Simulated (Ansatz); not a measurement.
Geometry relaxation, with input and output: AlAs

- system: AlAs (F-43m, 2 atoms in the cell)
- method: DFT PBE, scalar-relativistic, plane waves, PAW, no spin polarisation (Ansatz 0.2.0)

The structure derives from a Materials Project entry. Figures and captions count atoms from 1; the log counts them from 0 in places.

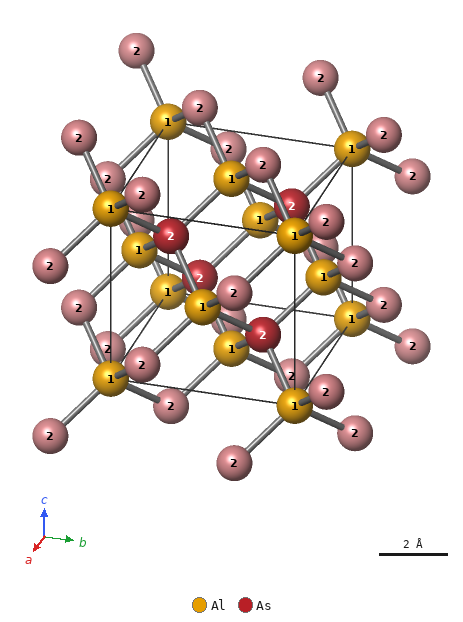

**Figure 1.** The starting structure (ball-and-stick view of the cell 4 times as large as that of the calculation, set on its symmetry axes, seen at an oblique angle; neighbours outside the cell are drawn fainter; atoms are numbered from 1 in the order of the input). An atom can appear more than once, as a periodic image. Near neighbours in the periodic cell (some may lie outside the picture): Al has 4 As at 2.46 Å; As has 4 Al at 2.46 Å.

## The input
```yaml
crystal:
  lattice:
    - [0.0, 2.8379008005, 2.8379008005]
    - [2.8379008005, 0.0, 2.8379008005]
    - [2.8379008005, 2.8379008005, 0.0]
  atoms:
    - { symbol: Al, position: [0.0, 0.0, 0.0] }
    - { symbol: As, position: [0.75, 0.75, 0.75] }
basis:
  ecutwfc: 420
kpoints:
  mp_grid: { grid: [8, 8, 8] }
hamiltonian:
  xc: pbe
scf:
  occupations: { method: gaussian, width: 0.02 }
output:
  forces: true
  stress: true
  eigenvalues: true
  write_density: true
  write_potential: true
  elf: true
  volumetric_format: npy
relax:
  adjacent_minimum: "off"
  f_tol: 0.005
  max_steps: 80
  cell: { stress_tol: 0.05 }
```

Run on 4 threads of Intel Xeon (Granite Rapids), 32 GiB of memory available, shared host.

Command:
```bash
ansatz run input.yaml --threads 4 --pin off --max-ram 10240MiB --backend cpu --events-out ev --progress --plain --runs-dir out
```

## What the program printed
```
Engine: ansatz 0.2.0, x86_64-unknown-linux-gnu
Pseudopotentials: kind: paw
Pseudopotential: Al, paw, valence charge 3, recommended cutoff 420 eV (normal), Al.paw.azcp
Pseudopotential: As, paw, valence charge 15, recommended cutoff 420 eV (normal), As.paw.azcp
Functional definition: PBE
  parameter kappa = 0.804
  parameter beta = 0.06672455060314922
  exchange = pbe_x(kappa = kappa, mu = beta*pi^2/3)
  correlation = pbe_c(beta = beta)
Crystal: 2 atoms, lattice volume = 45.711 Å³
Basis set: ecut = 420 eV, 893 PW (Γ), exchange–correlation on 54×54×54 points (8 copies of the dense FFT grid, shifted against one another)
Bands: 13, of which v1, the nominal top of the filled ones, is band 9 counted from 1 (8 counted from 0)
Symmetry: 24 space group operations
Space group: F-43m (ITA 216), of the structure as read, at distance tolerance 3.6e-5 Å
k-points: 29 of 512 (time reversal used)
Non-local potential: Al, projectors of the file, l = 0: 2, l = 1: 2, l = 2: 1
Non-local potential: As, projectors of the file, l = 0: 2, l = 1: 2, l = 2: 3, l = 3: 1
PAW form: soft (Blöchl's): semilocal exchange-correlation on the pseudo side does not see the compensation charge
PAW one-centre angular grid: Al, 110 points (default); XC on 64 Gauss nodes
PAW one-centre angular grid: As, 590 points (default); XC on 64 Gauss nodes
Initial density: superposition of atomic densities (neutral atoms: chi_scale 0, normalization atom), corrected by the library's trained network
Initial wavefunctions: pseudopotential atomic-orbital guess
Functional: x = pbe(κ = 0.804, μ = 0.2195149727645171), c = pbe(β = 0.06672455060314922)
SCF iter   1: F=—  HF=-5394.607477 eV  |F-HF|=—  |Δ(HF+E_count)|=         —  Δρ=1.68e-3  dr2=2.38e-3  ethr=1.77e-3  ⟨swp⟩=6.0  Hψ=2341  notcnv=0
preconditioner: auto → none  [insulator: Δε(μ)=1.433 eV  Ē_g=9.866 eV  σ=0.020 eV  W_gap=1.00  n_scr=14 (ndim 8)  ℏωp=15.5 eV  f_vac=0.006  D(μ)=0.00/eV (n_scr^D=0)  ε∞_Penn≈3.5]
SCF iter   2: F=—  HF=-5394.606713 eV  |F-HF|=—  |Δ(HF+E_count)|=   7.64e-4  Δρ=4.96e-4  dr2=1.09e-4  ethr=1.32e-5  ⟨swp⟩=2.1  Hψ=806  notcnv=0
SCF iter   3: F=—  HF=-5394.606756 eV  |F-HF|=—  |Δ(HF+E_count)|=   4.25e-5  Δρ=2.00e-4  dr2=1.30e-5  ethr=6.08e-7  ⟨swp⟩=1.8  Hψ=452  notcnv=0
SCF iter   4: F=—  HF=-5394.606723 eV  |F-HF|=—  |Δ(HF+E_count)|=   3.26e-5  Δρ=2.22e-5  dr2=1.12e-7  ethr=7.21e-8  ⟨swp⟩=2.0  Hψ=491  notcnv=0
iter 5 did not close the SCF: its close was put off for the readings that it lacked (scf_convergence_deferred on its scf_iter line)
SCF iter   5: F=-5394.606723 eV  HF=-5394.606723 eV  |F-HF|=6.95e-9  |Δ(HF+E_count)|=   1.81e-7  Δρ=2.14e-6  dr2=2.10e-9  ethr=6.20e-10  ⟨swp⟩=2.1  Hψ=627  notcnv=0
SCF iter   6: F=-5394.606723 eV  HF=-5394.606723 eV  |F-HF|=4.87e-10  |Δ(HF+E_count)|=   2.95e-9  Δρ=9.59e-7  dr2=2.43e-10  ethr=1.17e-11  ⟨swp⟩=4.7  Hψ=1808  notcnv=0
SCF 1 converged in 6 iterations: F = -5394.606723 eV  dr2 = 2.43e-10
  greatest PAW one-centre occupation: 0.999 electrons in one spin orbital (limit 2), on the As atom at site 1 (counted from 0), in its partial waves of l = 2
relax step   1: F+E_penalty+E_count = -5394.60672327 eV  Δ(F+E_penalty+E_count) = +0.000e0 eV  max|allowed force component| = 1.087e-16 eV/Å  Δτ_max = 0.0000 Å  P = +1.976 GPa  Ω = 45.711 Å³  (6 SCF iters, dr2 threshold 1.00e-7 eV, accepted)
Crystal: 2 atoms, lattice volume = 46.821 Å³
Basis set: ecut = 420 eV, 941 PW (Γ), exchange–correlation on 54×54×54 points (8 copies of the dense FFT grid, shifted against one another)
Initial density: handed on by an earlier stage of this run
Initial wavefunctions: those handed on with the density
iter 1 solved again at ethr=4.33e-6 eV; its pass at ethr=3.10e-3 eV (dr2=7.80e-4 eV) is discarded
SCF iter   1: F=—  HF=-5394.614284 eV  |F-HF|=—  |Δ(HF+E_count)|=         —  Δρ=1.00e-3  dr2=7.40e-4  ethr=4.33e-6  ⟨swp⟩=2.0  Hψ=2616  notcnv=0
preconditioner: auto → none  [insulator: Δε(μ)=1.491 eV  Ē_g=9.749 eV  σ=0.020 eV  W_gap=1.00  n_scr=14 (ndim 8)  ℏωp=15.3 eV  f_vac=0.009  D(μ)=0.00/eV (n_scr^D=0)  ε∞_Penn≈3.5]
SCF iter   2: F=—  HF=-5394.614143 eV  |F-HF|=—  |Δ(HF+E_count)|=   1.41e-4  Δρ=4.37e-4  dr2=1.00e-4  ethr=4.11e-6  ⟨swp⟩=2.5  Hψ=479  notcnv=0
SCF iter   3: F=—  HF=-5394.614092 eV  |F-HF|=—  |Δ(HF+E_count)|=   5.10e-5  Δρ=1.10e-4  dr2=9.81e-6  ethr=5.57e-7  ⟨swp⟩=3.0  Hψ=647  notcnv=0
SCF iter   4: F=—  HF=-5394.614090 eV  |F-HF|=—  |Δ(HF+E_count)|=   1.62e-6  Δρ=3.42e-5  dr2=3.50e-7  ethr=5.45e-8  ⟨swp⟩=2.0  Hψ=638  notcnv=0
SCF iter   5: F=-5394.614091 eV  HF=-5394.614091 eV  |F-HF|=3.91e-9  |Δ(HF+E_count)|=   3.59e-7  Δρ=3.90e-6  dr2=5.62e-9  ethr=1.11e-9  ⟨swp⟩=8.9  Hψ=2516  notcnv=0
SCF 2 converged in 5 iterations: F = -5394.614091 eV  dr2 = 5.62e-9
relax step   2: F+E_penalty+E_count = -5394.61409083 eV  Δ(F+E_penalty+E_count) = -7.368e-3 eV  max|allowed force component| = 3.469e-17 eV/Å  Δτ_max = 0.0000 Å  P = +0.244 GPa  Ω = 46.821 Å³  energy of the carried Pulay correction = -1.996e-4 eV  (5 SCF iters, dr2 threshold 2.00e-7 eV, accepted)
Crystal: 2 atoms, lattice volume = 46.982 Å³
iter 1 solved again at ethr=8.58e-8 eV; its pass at ethr=3.10e-3 eV (dr2=1.54e-5 eV) is discarded
SCF iter   1: F=—  HF=-5394.614243 eV  |F-HF|=—  |Δ(HF+E_count)|=         —  Δρ=1.40e-4  dr2=1.47e-5  ethr=8.58e-8  ⟨swp⟩=2.0  Hψ=2529  notcnv=0
preconditioner: auto → none  [insulator: Δε(μ)=1.503 eV  Ē_g=9.735 eV  σ=0.020 eV  W_gap=1.00  n_scr=14 (ndim 8)  ℏωp=15.3 eV  f_vac=0.007  D(μ)=0.00/eV (n_scr^D=0)  ε∞_Penn≈3.5]
SCF iter   2: F=—  HF=-5394.614189 eV  |F-HF|=—  |Δ(HF+E_count)|=   5.38e-5  Δρ=6.22e-5  dr2=2.05e-6  ethr=8.17e-8  ⟨swp⟩=2.4  Hψ=469  notcnv=0
SCF iter   3: F=—  HF=-5394.614189 eV  |F-HF|=—  |Δ(HF+E_count)|=   5.81e-8  Δρ=1.59e-5  dr2=2.04e-7  ethr=1.14e-8  ⟨swp⟩=3.0  Hψ=649  notcnv=0
SCF iter   4: F=-5394.614189 eV  HF=-5394.614189 eV  |F-HF|=6.51e-9  |Δ(HF+E_count)|=   3.44e-8  Δρ=5.07e-6  dr2=7.63e-9  ethr=8.24e-10  ⟨swp⟩=8.8  Hψ=2626  notcnv=0
SCF 3 converged in 4 iterations: F = -5394.614189 eV  dr2 = 7.63e-9
relax step   3: F+E_penalty+E_count = -5394.61418942 eV  Δ(F+E_penalty+E_count) = -9.859e-5 eV  max|allowed force component| = 2.277e-17 eV/Å  Δτ_max = 0.0000 Å  P = +0.011 GPa  Ω = 46.982 Å³  energy of the carried Pulay correction = -2.280e-4 eV  (4 SCF iters, dr2 threshold 1.48e-7 eV, accepted)
Basis set: ecut = 420 eV, 941 PW (Γ), exchange–correlation on 60×60×60 points (8 copies of the dense FFT grid, shifted against one another)
Initial wavefunctions: pseudopotential atomic-orbital guess (no wavefunctions were taken with the density)
iter 1 solved again at ethr=1.51e-7 eV; its pass at ethr=3.10e-3 eV (dr2=2.72e-5 eV) is discarded
SCF iter   1: F=—  HF=-5394.614434 eV  |F-HF|=—  |Δ(HF+E_count)|=         —  Δρ=2.47e-5  dr2=3.37e-8  ethr=1.51e-7  ⟨swp⟩=2.7  Hψ=3229  notcnv=0
preconditioner: auto → none  [insulator: Δε(μ)=1.504 eV  Ē_g=9.735 eV  σ=0.020 eV  W_gap=1.00  n_scr=14 (ndim 8)  ℏωp=15.3 eV  f_vac=0.006  D(μ)=0.00/eV (n_scr^D=0)  ε∞_Penn≈3.5]
SCF iter   2: F=—  HF=-5394.614442 eV  |F-HF|=—  |Δ(HF+E_count)|=   8.27e-6  Δρ=1.31e-5  dr2=1.30e-8  ethr=1.87e-10  ⟨swp⟩=2.0  Hψ=639  notcnv=0
SCF iter   3: F=—  HF=-5394.614443 eV  |F-HF|=—  |Δ(HF+E_count)|=   8.75e-7  Δρ=3.71e-6  dr2=1.05e-9  ethr=7.20e-11  ⟨swp⟩=2.0  Hψ=493  notcnv=0
SCF iter   4: F=—  HF=-5394.614443 eV  |F-HF|=—  |Δ(HF+E_count)|=   7.62e-8  Δρ=5.31e-7  dr2=7.97e-11  ethr=5.83e-12  ⟨swp⟩=2.0  Hψ=638  notcnv=0
SCF iter   5: F=-5394.614443 eV  HF=-5394.614443 eV  |F-HF|=2.18e-11  |Δ(HF+E_count)|=  9.53e-10  Δρ=1.18e-7  dr2=5.54e-12  ethr=1.00e-12  ⟨swp⟩=5.8  Hψ=1426  notcnv=0
SCF 4 converged in 5 iterations: F = -5394.614443 eV  dr2 = 5.54e-12
relax step   4: F+E_penalty+E_count = -5394.61444345 eV  Δ(F+E_penalty+E_count) = -2.540e-4 eV  max|allowed force component| = 1.887e-17 eV/Å  Δτ_max = 0.0000 Å  P = +0.018 GPa  Ω = 46.982 Å³  stress off target by 1.81e-2 GPa  SCF on the basis re-selected at this cell (its energy is not comparable with the rows above)  (5 SCF iters)
```

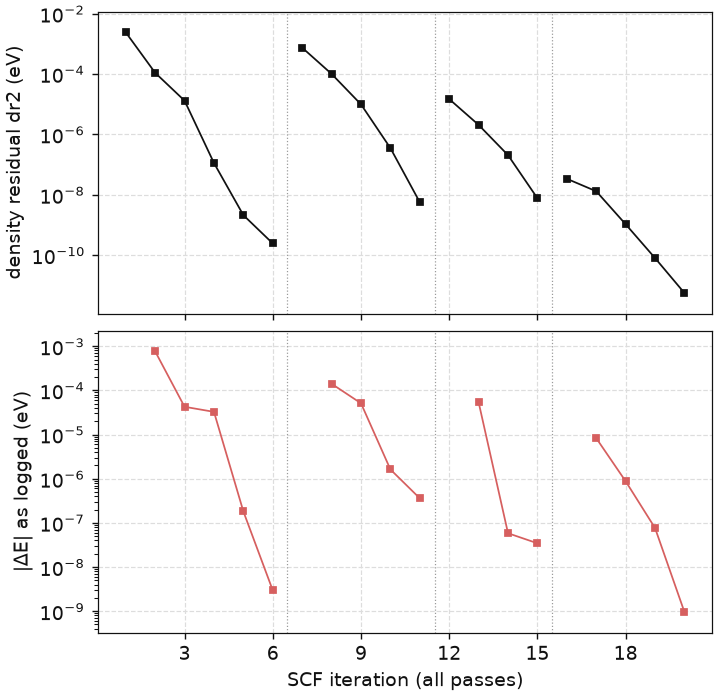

**Figure 2.** Convergence of the self-consistent field: density residual dr2 and size of the energy change against the SCF iteration. The dotted lines part the SCF passes of the relaxation: geometry steps, rejected trials and re-solves on a re-selected basis. The passes take 6, 5, 4 and 5 iterations.

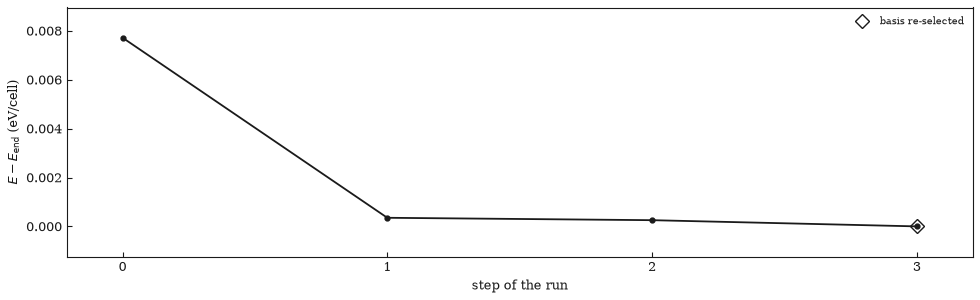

**Figure 3.** Progress of the relaxation, step by step (the first geometry is step 0 here and step 1 in the log).

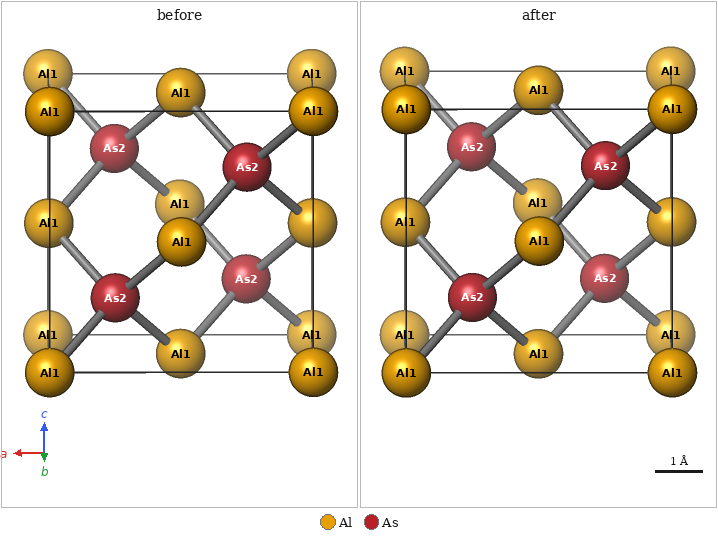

**Figure 4.** Before (left) and after (right) the relaxation, at one scale (ball-and-stick view of the cell 4 times as large as that of the calculation, set on its symmetry axes, seen at an oblique angle). Over 2 geometry steps the energy falls by 7.5 meV per cell of the calculation. All forces vanish by symmetry, so only the cell relaxes. The pressure goes from 1.98 to 0.02 GPa. No atom moves by more than 0.005 Å relative to the cell. Cell: a = b = c 5.676 → 5.728 Å (+0.9 %). Volume +2.8 %. Among the contacts that change: Al1–As2 2.458 → 2.480 Å. The space group stays F-43m (No. 216). A last SCF at the same geometry on a re-selected plane-wave basis shifts the energy by −0.3 meV per cell of the calculation. (Atoms are counted from 1 in the order of the input.)

```
basis re-selected at this cell: Δ(F+E_penalty+E_count) = -2.540e-4 eV, ΔP = +0.008 GPa vs the last step (what re-selecting the basis moved, of the pressure what is left beyond the Pulay correction that the steps carried, after the strain that the cell walked since its last selection, with what the two solves' SCF thresholds leave and, on support functions, any second-order correction that the steps lacked; it is no measure of the basis error at this ecutwfc). The dense FFT grid was sized anew with the basis: this SCF ran on 30×30×30 points, the steps before it on 27×27×27, so part of this shift can come from that change (see relax.cell in the input reference). This SCF's stress stands 1.81e-2 GPa from its target on what of the cell is left free (relax.cell.stress_tol is 5.00e-2 GPa) and its largest allowed force component is 1.89e-17 eV/Å (relax.f_tol is 5.00e-3 eV/Å): within both
SCF converged after 5 iterations
Free energy (F): -5394.614443 eV
Harris-Foulkes:  -5394.614443 eV  (|F-HF|=2.18e-11)
Internal energy: -5394.614443 eV  (E = F + TS)
E sigma→0 (E₀):  -5394.614443 eV
Fermi energy:    6.738128 eV
--- Per-component energies (eV) ---
  E_band       = -272.518997
  E_kinetic    = 125.791136
  E_local      = -2140.828414  (includes V_loc(G=0)·N_el)
  E_nonlocal   = -660.043130
  E_hartree    = 1141.425864
  E_xc         = -118.642929
  E_vxc        = -107.840489  (∫ρ·V_xc dr)
  E_paw        = -2303.044394  (= ΣΔE_a)
  E_vpaw       = 227.550064  (= ΣTr[D̂ρ^β])
  E_aug_tail   = 0.000007  (compensation charges beyond the density's cutoff)
  E_ewald      = -1439.272583
  E_smearing   = -0.000000  (= −TS)
  E_closure    = 0.000000  (closes the sum)
  Σ components = -5394.614443   (vs F -5394.614443, Δ=0.00e0)
--- Forces (eV/Å), atoms counted from 1 ---
  atom   1  Al    -0.00000000    -0.00000000     0.00000000
  atom   2  As     0.00000000     0.00000000    -0.00000000
  max |Σ_I F_I| component: 3.17e-17 eV/Å
--- Stress (GPa, compression-positive) ---
        0.018142      -0.000000      -0.000000
       -0.000000       0.018142       0.000000
       -0.000000       0.000000       0.018142
  P = ⅓ Tr σ = 0.0181 GPa (0.181 kbar)
--- Band table (eV; the first three rows and the last of 29) ---
  k-point 0: bands = ["-28.3844", "-28.3844", "-28.3844", "-28.3750", "-28.3750", "-5.6833", "5.9864", "5.9864", "5.9864", "7.7634", "10.2282", "10.2282", "10.2282"]
  k-point 1: bands = ["-28.3844", "-28.3843", "-28.3843", "-28.3750", "-28.3750", "-5.5376", "4.5640", "5.8318", "5.8318", "8.5674", "10.5005", "10.5005", "10.5798"]
  k-point 2: bands = ["-28.3843", "-28.3840", "-28.3840", "-28.3750", "-28.3750", "-5.1350", "2.6684", "5.5252", "5.5252", "8.4591", "10.8438", "10.8438", "12.2347"]
  k-point 28: bands = ["-28.3842", "-28.3838", "-28.3828", "-28.3752", "-28.3746", "-3.8048", "1.0028", "2.9498", "3.2884", "10.3027", "11.4517", "11.5711", "12.0124"]
--- Relaxed structure (3 steps of the walk, 3 accepted, 1 SCFs on fresh bases) ---
  F+E_penalty+E_count = -5394.61444345 eV   max|allowed force component| = 1.887e-17 eV/Å   (the final SCF, on the basis selected at the relaxed cell)
  cell:  # Å, volume = 46.9817 Å³
    - [-2.547686016447779e-35, 2.8639561604975663, 2.8639561604975663]
    - [2.8639561604975663, 1.2483661480594193e-33, 2.8639561604975663]
    - [2.8639561604975663, 2.8639561604975663, 3.0827000799018315e-33]
  atoms:
    - { symbol: Al, position: [5.301921648520736e-34, -4.623275677510082e-34, -5.103983240309296e-34] }
    - { symbol: As, position: [0.7499999999999999, 0.7499999999999999, 0.7499999999999999] }
```

## Trajectory as extended XYZ (Å, eV, eV/Å), 4 frames, from step=1 to step=4
```
2
Lattice="0.0000 2.8379 2.8379 2.8379 0.0000 2.8379 2.8379 2.8379 0.0000" Properties=species:S:1:pos:R:3:forces:R:3 step=1 energy=-5394.60672 pressure_GPa=1.98
Al    0.0000    0.0000    0.0000    0.0000   0.0000   0.0000
As    4.2569    4.2569    4.2569    0.0000   0.0000   0.0000
2
Lattice="0.0000 2.8607 2.8607 2.8607 0.0000 2.8607 2.8607 2.8607 0.0000" Properties=species:S:1:pos:R:3:forces:R:3 step=2 energy=-5394.61409 pressure_GPa=0.24
Al    0.0000    0.0000    0.0000    0.0000   0.0000   0.0000
As    4.2910    4.2910    4.2910    0.0000   0.0000   0.0000
2
Lattice="0.0000 2.8640 2.8640 2.8640 0.0000 2.8640 2.8640 2.8640 0.0000" Properties=species:S:1:pos:R:3:forces:R:3 step=3 energy=-5394.61419 pressure_GPa=0.01
Al    0.0000    0.0000    0.0000    0.0000   0.0000   0.0000
As    4.2959    4.2959    4.2959    0.0000   0.0000   0.0000
2
Lattice="0.0000 2.8640 2.8640 2.8640 0.0000 2.8640 2.8640 2.8640 0.0000" Properties=species:S:1:pos:R:3:forces:R:3 step=4 energy=-5394.61444 pressure_GPa=0.02
Al    0.0000    0.0000    0.0000    0.0000   0.0000   0.0000
As    4.2959    4.2959    4.2959    0.0000   0.0000   0.0000
```

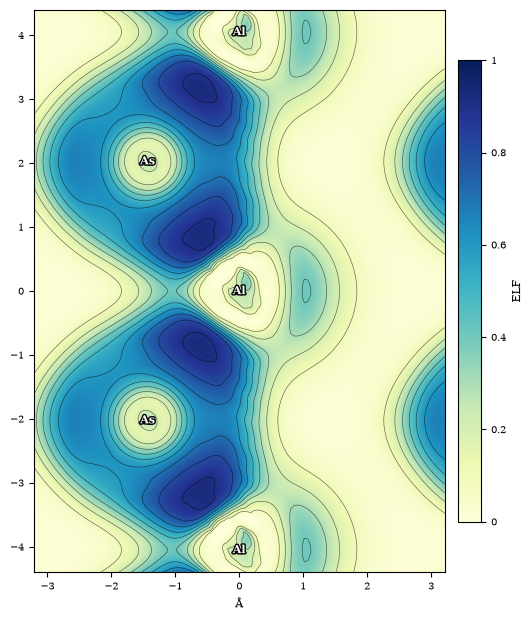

**Figure 5.** Electron localisation function on the (011) plane of the conventional cell. Al–As (2.48 Å): the ELF peaks at about 0.90 between the atoms (localised, shared-pair bonding). In a PAW calculation such maps are meaningful between the atoms, not at the nuclei.

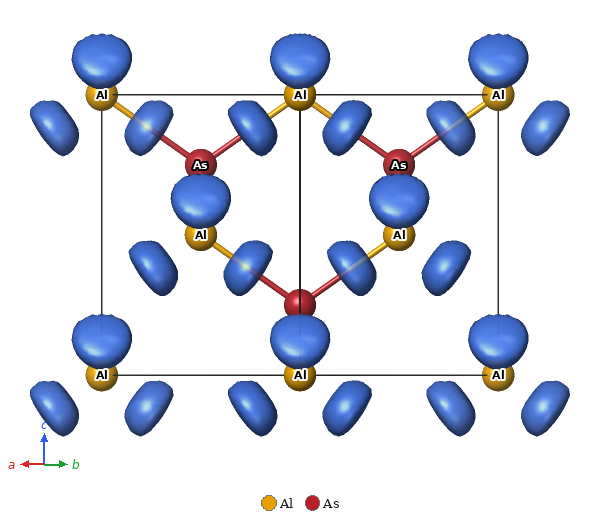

**Figure 6.** Isosurface of the ELF at 0.8 (blue), seen along [110]. Only the valence region is drawn (cores and ρ < 0.01 e/Å³ removed). Sticks mark near contacts. The outline is the cell set on symmetry axes. Along the contacts the grid gives the following.

## Key numbers

- outcome: converged
- space group (tolerance 0.01 Å): F-43m (216)
- electrons treated: 18
- free energy: −5394.6144 eV
- Fermi energy: 6.738 eV
- gap on the k-point mesh: 1.50 eV
- pressure: 0.02 GPa
- final volume: 46.98 Å³
- largest force (length of the vector) at the end: under 0.001 eV/Å
- final cell: a = 4.050 Å, b = 4.050 Å, c = 4.050 Å, α = 60.00°, β = 60.00°, γ = 60.00°
- wall time: 1.7 s (CPU time 5.5 s)
- peak memory: 0.42 GiB
